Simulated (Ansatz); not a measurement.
**Single-point calculation of Ti16O33 (part 1 of 2)**

- system: Ti16O33 (defect cell, 49 atoms in the cell)
- method: DFT PBE, scalar-relativistic, plane waves, PAW, spin-polarised (Ansatz 0.2.0)

The structure derives from an entry of the Crystallography Open Database.

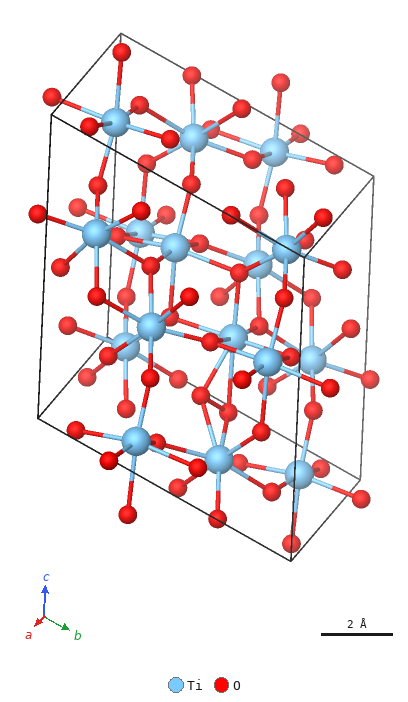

Fig. 1: The structure (ball-and-stick view of the cell of the calculation, seen slightly off an axis; bonded neighbours outside the cell are drawn too). An atom can appear more than once, as a periodic image.

Input:
```yaml
crystal:
  lattice:
    - [-4.515, 5.497, 4.939]
    - [4.515, -5.497, 4.939]
    - [4.515, 5.497, -4.939]
  atoms:
    - { symbol: Ti, position: [0.2163489038, 0.126632723, 0.0847913354] }
    - { symbol: Ti, position: [0.7073570527, 0.6311368167, 0.0825592169] }
    - { symbol: Ti, position: [0.7134113162, 0.1213665673, 0.5878756133] }
    - { symbol: Ti, position: [0.2172508588, 0.6234762748, 0.5898247365] }
    - { symbol: Ti, position: [0.036446789, 0.1182424987, 0.4073247538] }
    - { symbol: Ti, position: [0.5462599083, 0.6249902951, 0.4362967855] }
    - { symbol: Ti, position: [0.5408707199, 0.1325111776, 0.9138432265] }
    - { symbol: Ti, position: [0.0389312371, 0.6226129912, 0.9120758812] }
    - { symbol: Ti, position: [0.7929030023, 0.3694865005, 0.4189839833] }
    - { symbol: Ti, position: [0.2900892137, 0.8669859415, 0.4093248503] }
    - { symbol: Ti, position: [0.2657742505, 0.3671267096, 0.8982058703] }
    - { symbol: Ti, position: [0.7951673752, 0.8785863483, 0.914956293] }
    - { symbol: Ti, position: [0.9582060956, 0.37268549, 0.0888235941] }
    - { symbol: Ti, position: [0.4631423484, 0.8816988095, 0.0859166185] }
    - { symbol: Ti, position: [0.4576393231, 0.362545228, 0.5872900195] }
    - { symbol: Ti, position: [0.9655790459, 0.8683995947, 0.5853219601] }
    - { symbol: O, position: [0.3964113615, 0.3382131788, 0.3304330938] }
    - { symbol: O, position: [0.8992809642, 0.8385400751, 0.3229717312] }
    - { symbol: O, position: [0.9088455307, 0.3401050987, 0.8186320957] }
    - { symbol: O, position: [0.4033214264, 0.8478218928, 0.8263981964] }
    - { symbol: O, position: [0.0186075966, 0.0712092953, 0.1705251919] }
    - { symbol: O, position: [0.4834328966, 0.6022759684, 0.1646557797] }
    - { symbol: O, position: [0.5198520285, 0.0698265301, 0.670389583] }
    - { symbol: O, position: [0.0236318148, 0.5698642767, 0.6750308583] }
    - { symbol: O, position: [0.8466881463, 0.1676976572, 0.4392889572] }
    - { symbol: O, position: [0.3496902919, 0.6727930439, 0.4461868502] }
    - { symbol: O, position: [0.3438909924, 0.1722494166, 0.9364177848] }
    - { symbol: O, position: [0.8491143518, 0.6718699641, 0.9448691087] }
    - { symbol: O, position: [0.7421402611, 0.3966579016, 0.0367157184] }
    - { symbol: O, position: [0.2315643911, 0.9045056585, 0.0542301902] }
    - { symbol: O, position: [0.2296564047, 0.3984790727, 0.5564618293] }
    - { symbol: O, position: [0.729291174, 0.8963645201, 0.5515608667] }
    - { symbol: O, position: [0.6000082075, 0.158917234, 0.1727766511] }
    - { symbol: O, position: [0.1028051797, 0.6513135709, 0.1714686144] }
    - { symbol: O, position: [0.0897290166, 0.1445989779, 0.6628721161] }
    - { symbol: O, position: [0.5962950049, 0.6494644737, 0.6766298928] }
    - { symbol: O, position: [0.9826318611, 0.4219302348, 0.3265136521] }
    - { symbol: O, position: [0.4804832047, 0.9291468573, 0.3241683648] }
    - { symbol: O, position: [0.4759650379, 0.4188067964, 0.8278308564] }
    - { symbol: O, position: [0.9835857874, 0.92469333, 0.8272203336] }
    - { symbol: O, position: [0.1485559558, 0.3189060802, 0.0503526555] }
    - { symbol: O, position: [0.6534957708, 0.8265531658, 0.0539229426] }
    - { symbol: O, position: [0.6511329235, 0.3202732788, 0.5589237315] }
    - { symbol: O, position: [0.1522598728, 0.8200784805, 0.5544740676] }
    - { symbol: O, position: [0.2659466751, 0.0879128793, 0.4434140384] }
    - { symbol: O, position: [0.7866227693, 0.5984411021, 0.4762622085] }
    - { symbol: O, position: [0.7683044272, 0.0902131089, 0.9409138023] }
    - { symbol: O, position: [0.2685796441, 0.597510666, 0.9374569766] }
    - { symbol: O, position: [0.5884644441, 0.519911119, 0.2089298664] }
magnetization:
  spin_polarized: true
basis:
  ecutwfc: 420
  fft_grid_basis: typed
kpoints:
  mp_grid: { grid: [2, 2, 2] }
hamiltonian:
  xc: pbe
  pseudopotentials: { kind: paw }
scf:
  occupations: { method: gaussian, width: 0.05 }
  n_extra_bands: 18
output:
  forces: true
  stress: false
  eigenvalues: true
  bader: false
  write_density: false
  volumetric_format: npy
  populations: true
  band_densities: [{ e_range: [-1.77, -1.16] }, { e_range: [1.16, 1.77] }]
  dos:
    e_range: [-30, 8]
    de: 0.02
    method: { smearing: { sigma: 0.03, scheme: gaussian } }
    projected: { site_lists: { O: [O], Ti: [Ti] } }
checkpoint:
  read: start.run
  write: ck
  compress: false
  write_wavefunctions: false
  write_every: 100000
```

Hardware: 4 threads of Arm Neoverse V2, 24 GiB of memory available, shared host.

Launched with:
```bash
ansatz run input.yaml --threads 4 --pin off --max-ram 10240MiB --backend cpu --events-out ev --progress --plain --runs-dir out
```

Log:
```
Warning: checkpoint.read: spin seed differs: saved 4e4fece1a86d…, current 4e2197ed297b…; the loaded state replaces the seed-built initial guess (but the starting_ns of a DFT+U solve that opens without the state's occupation matrices), so the run may converge into the producing seed's basin, or, where the symmetry group that follows from this deck's starting moments and starting_ns does not hold the saved magnetisation, lose that magnetisation at its first build. Where atoms have moved since the state was saved, this difference can also decide whether moments are moved with them. A self-consistent run of this deck without the state starts from its starting moments and, under a DFT+U term, its starting_ns
scf.n_extra_bands = 18 over 195 filled bands (N_el = 390.0): the run solves 213 bands
Engine: ansatz 0.2.0, aarch64-unknown-linux-gnu
Pseudopotentials: kind: paw
Pseudopotential: Ti, paw, valence charge 12, recommended cutoff 420 eV (normal), Ti.paw.azcp
Pseudopotential: O, paw, valence charge 6, recommended cutoff 420 eV (normal), O.paw.azcp
Functional definition: PBE
  parameter kappa = 0.804
  parameter beta = 0.06672455060314922
  exchange = pbe_x(kappa = kappa, mu = beta*pi^2/3)
  correlation = pbe_c(beta = beta)
Crystal: 49 atoms, lattice volume = 490.323 Å³
Basis set: ecut = 420 eV, 9621 PW (Γ), exchange–correlation on 120×120×120 points (8 copies of the dense FFT grid, shifted against one another)
Bands: 213, of which v1, the nominal top of the filled ones, is band 195 counted from 1 (194 counted from 0)
Symmetry: 1 space group operations
Space group: P1 (ITA 1), of the structure as read, at distance tolerance 7.9e-5 Å
k-points: 8
Non-local potential: Ti, projectors of the file, l = 0: 3, l = 1: 2, l = 2: 3, l = 3: 1
Non-local potential: O, projectors of the file, l = 0: 2, l = 1: 2, l = 2: 1
PAW form: soft (Blöchl's): semilocal exchange-correlation on the pseudo side does not see the compensation charge
PAW one-centre angular grid: Ti, 590 points (default); XC on 64 Gauss nodes
PAW one-centre angular grid: O, 110 points (default); XC on 64 Gauss nodes
Initial density: read from a saved state, or passed on in memory by an earlier SCF of this step, an earlier step, the calling program or the single point that the run made first
Stability of the state it starts from, as read at its close in the collinear treatment: not read negative (Ritz values of 1 − χ₀K, real part plus size of imaginary part, from 0.99 to 1.0, by its mixing steps under no symmetry); its run was given moments
Initial wavefunctions: pseudopotential atomic-orbital guess
Functional: x = pbe(κ = 0.804, μ = 0.2195149727645171), c = pbe(β = 0.06672455060314922)
iter 1 solved again at ethr=1.47e-8 eV; its pass at ethr=3.10e-3 eV (dr2=5.73e-5 eV) is discarded
SCF iter   1: F=—  HF=-58780.887387 eV  |F-HF|=—  |Δ(HF+E_count)|=         —  Δρ=1.15e-6 (↑1.15e-6 ↓1.15e-6)  dr2=2.60e-8  dr2_m=2.15e-12  M=0.000 μB ∫|m|=0.000 μB  β_m=0.30  ethr=1.47e-8  ⟨swp⟩=4.9  Hψ=25032  notcnv=0
preconditioner: auto → Resta (q_TF=auto, 2.626 Å⁻¹)  ε∞=9.8  [insulator: Δε(μ)=2.345 eV  Ē_g=9.129 eV  σ=0.050 eV  W_gap=1.00  n_scr=154 (ndim 8)  ℏωp=27.1 eV  f_vac=0.014  D(μ)=0.00/eV (n_scr^D=0)  ε∞_Penn≈9.8]
spin=Collinear: Resta preconditioning applied to the charge; magnetization (m = ρ↑ − ρ↓) channel mixes plain (no charge-response kernel on spin).
SCF iter   2: F=-58780.887387 eV  HF=-58780.887387 eV  |F-HF|=5.18e-9  |Δ(HF+E_count)|=   8.60e-9  Δρ=6.96e-7 (↑6.96e-7 ↓6.86e-7)  dr2=1.01e-8  dr2_m=1.37e-12  M=0.000 μB ∫|m|=0.000 μB  ethr=6.68e-12  ⟨swp⟩=4.2  Hψ=8775  notcnv=0
SCF 1 converged in 2 iterations: F = -58780.887387 eV  dr2 = 1.01e-8
  greatest PAW one-centre occupation: 0.999 electrons in one spin orbital (limit 2), on the Ti atom at site 11 (counted from 0), in its partial waves of l = 0
NSCF: frozen V_eff on 8 k-points
SCF converged after 2 iterations
Magnetization: 0.0000 μB (195.0000 up, 195.0000 down)
Absolute magnetization: 0.0000 μB (∫|ρ↑−ρ↓|, with the PAW one-centre terms)
Spin contamination: 0.0000 ħ² per cell (⟨S²⟩ above its minimum at these occupations)
Per-site moments (μB) at R_I (Å): [(7.775214701914891e-8, 0.7685514441813485), (7.759600709251757e-8, 0.7694757052149613), (2.9969213200635795e-8, 0.7647260700403479), (2.5279895693428216e-8, 0.7678868355260466), (2.4819374195025755e-8, 0.7679277879128725), (5.05445847042209e-8, 0.7819374159850287), (1.2935045834141119e-7, 0.7728290599497482), (2.842236204731277e-8, 0.7646787155086966), (1.8821520914926463e-8, 0.7570785424244689), (2.071893045299834e-8, 0.7646043195428718), (6.119135112855061e-8, 0.7546277612506711), (2.844102890157018e-8, 0.7612477882332068), (6.480505765089402e-8, 0.7639910390318465), (2.4850640030489523e-8, 0.77294957871978), (2.7074207397878094e-8, 0.7709500150852746), (2.1932618821882348e-8, 0.7604537564418635), (-6.152828197388228e-8, 0.7685514441813485), (-4.998943324480604e-8, 0.7694757052149613), (-3.409549084348396e-8, 0.7647260700403479), (-4.0764003433421873e-8, 0.7678868355260466), (-2.1836665687352703e-8, 0.7679277879128725), (-3.038088891101241e-8, 0.5907171836224312), (-6.156202188855166e-8, 0.7728290599497482), (-2.5093711626202227e-8, 0.7646787155086966), (-2.3606949518341065e-8, 0.7740157183702399), (-2.466101765350832e-8, 0.7819374159850287), (-2.1991114970472088e-7, 0.7766584523061836), (-3.6418465680097684e-8, 0.7745290565479176), (-2.076000014736922e-7, 0.7907079362076564), (-4.5225285911122317e-8, 0.7732327346690464), (-2.553566712045188e-8, 0.775689070926955), (-4.1397103496652335e-8, 0.778229975556992), (-2.2861345052386165e-8, 0.7827612714502381), (-2.502794797181872e-8, 0.7646043195428718), (-4.019044162587557e-8, 0.7546277612506711), (-2.8146001783284675e-8, 0.7887556917390313), (-3.594108377448017e-8, 0.7639910390318465), (-1.5254468065644887e-8, 0.77294957871978), (-4.6246618728758694e-8, 0.7709500150852746), (-3.2078290206319456e-8, 0.7759211076673005), (-5.777528716643887e-8, 0.7884549649120092), (-3.136791614097806e-8, 0.7858201060252632), (-2.2119060873030265e-8, 0.7726751810739106), (-1.3821174157348631e-8, 0.7604537564418635), (-1.8576612898321223e-8, 0.7804154402156358), (-1.958809152374093e-8, 0.7570785424244689), (-4.485868042749618e-8, 0.7612477882332068), (-3.939749661256734e-8, 0.7651402473780452), (-4.8289015858997875e-8, 0.5907171836224312)]
Free energy (F): -58780.887387 eV
Harris-Foulkes:  -58780.887387 eV  (|F-HF|=5.18e-9)
Internal energy: -58780.887387 eV  (E = F + TS)
E sigma→0 (E₀):  -58780.887387 eV
Fermi energy:    10.742487 eV
--- Per-component energies (eV) ---
  E_band       = -2916.527869
  E_kinetic    = 10170.560714
  E_local      = -23947.316681  (includes V_loc(G=0)·N_el)
  E_nonlocal   = 1626.857054
  E_hartree    = 9086.721294
  E_xc         = -4020.164391
  E_vxc        = -5092.843379  (∫ρ·V_xc dr)
  E_paw        = -21937.702627  (= ΣΔE_a)
  E_vpaw       = -3847.315998  (= ΣTr[D̂ρ^β])
  E_aug_tail   = 0.082645  (compensation charges beyond the density's cutoff)
  E_ewald      = -29759.925395
  E_smearing   = -0.000000  (= −TS)
  E_closure    = 0.000000  (closes the sum)
  Σ components = -58780.887387   (vs F -58780.887387, Δ=0.00e0)
--- Forces (eV/Å), atoms counted from 1 ---
  atom   1  Ti     0.00614127    -0.00342689     0.00477503
  atom   2  Ti     0.01947926    -0.01932784    -0.03990331
  atom   3  Ti    -0.00114456    -0.00453115    -0.01030931
  atom   4  Ti     0.00009213    -0.00079854     0.00432319
  atom   5  Ti    -0.00028002     0.00524934     0.00304750
  atom   6  Ti    -0.01433225    -0.00287506     0.00770816
  atom   7  Ti     0.01400210     0.00847865     0.01644399
  atom   8  Ti     0.00332739     0.00247074     0.00231290
  atom   9  Ti     0.00484697     0.00395760     0.00477356
  atom  10  Ti    -0.00967719     0.00594880     0.00296305
  atom  11  Ti     0.01324608     0.00766600     0.01556474
  atom  12  Ti     0.00283962    -0.00643998    -0.00576735
  atom  13  Ti     0.00609773    -0.01461136    -0.00024485
  atom  14  Ti    -0.00890180    -0.00390243     0.00816611
  atom  15  Ti     0.00904596    -0.00326120    -0.00283199
  atom  16  Ti    -0.01085483    -0.00189450    -0.00193415
  atom  17  O     -0.00789968    -0.00446761    -0.00677824
  atom  18  O      0.00706303     0.00333114     0.00302816
  atom  19  O      0.00134153    -0.00084059    -0.00074016
  atom  20  O      0.00784992    -0.00364839    -0.00076243
  atom  21  O     -0.00197894    -0.00548353    -0.00128477
  atom  22  O      0.01578604    -0.01879606     0.00079824
  atom  23  O     -0.00484316    -0.00061313     0.00143115
  atom  24  O      0.00220112     0.00369587    -0.00326480
  atom  25  O      0.00211544    -0.00353498     0.00217166
  atom  26  O      0.00554872    -0.00350907    -0.00698279
  atom  27  O      0.00770335    -0.00227040     0.00169483
  atom  28  O     -0.00980664     0.00630059     0.01682444
  atom  29  O     -0.02297051    -0.00296318     0.00221903
  atom  30  O     -0.00396659     0.00708090    -0.00452361
  atom  31  O     -0.00575256    -0.00271065    -0.00272971
  atom  32  O      0.00487703    -0.00060088     0.00407812
  atom  33  O     -0.00398782     0.00003167    -0.01011752
  atom  34  O     -0.00103041    -0.00211659    -0.00262366
  atom  35  O     -0.01649211    -0.00362708    -0.01003015
  atom  36  O      0.00521808     0.00103163    -0.00244341
  atom  37  O      0.00270142     0.01108953    -0.00672429
  atom  38  O      0.00678826     0.00880309    -0.00099885
  atom  39  O     -0.00297699    -0.00368226     0.00134210
  atom  40  O     -0.00187856     0.00196047     0.01349351
  atom  41  O     -0.00003808     0.00286769    -0.00588389
  atom  42  O      0.00396293    -0.00633683     0.00774527
  atom  43  O     -0.01727313     0.00721394     0.00981605
  atom  44  O     -0.00531472    -0.00206697    -0.00514681
  atom  45  O      0.00985743    -0.00484796     0.00643619
  atom  46  O      0.00544557    -0.00020512    -0.00095657
  atom  47  O     -0.00665134     0.00785386    -0.00448994
  atom  48  O     -0.00372266     0.00842360    -0.00077923
  atom  49  O     -0.00581271     0.02993462    -0.00289276
  max |Σ_I F_I| component: 1.24e-5 eV/Å
--- Band table (eV; the first three rows and the last of 16) ---
```
